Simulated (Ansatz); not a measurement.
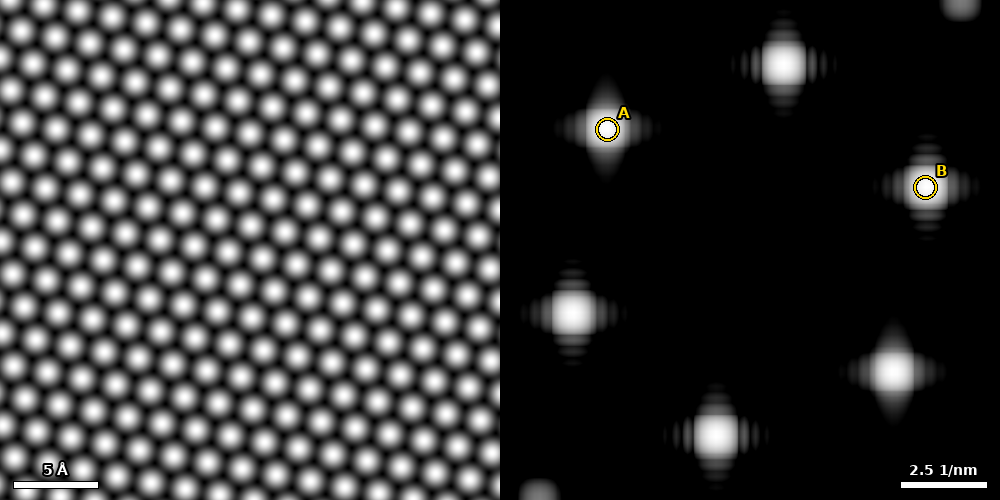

iDPC-like image of Ru (Pm-3m, No. 221) along [111]. Simulated as the projected potential of neutral atoms (B = 0.3 Å²) blurred by a 1.01 Å probe, the thin-sample limit of integrated differential phase contrast. The display is stretched by a gamma of 0.65; percentages refer to the linear signal. Atomic positions: the geometry relaxed with DFT, BLYP, plane waves (420 eV) with PAW, scalar-relativistic (Ansatz); the starting structure was generated, so it need not be a known form of this composition.

The right panel is the modulus of the image's Fourier transform on a logarithmic scale.

a = 2.554 Å, b = 2.554 Å, c = 2.554 Å, α = 90.00°, β = 90.00°, γ = 90.00°

Question: Index the marked spots and give their plane spacings (the zone axis points at the viewer; indices equivalent by symmetry, or all signs reversed, are as good).

Answer: A: (0 -1 1), d = 1.81 Å; B: (-1 1 0), d = 1.81 Å. A and B enclose 120°, and every spot obeys the zone law hu + kv + lw = 0 for [111].
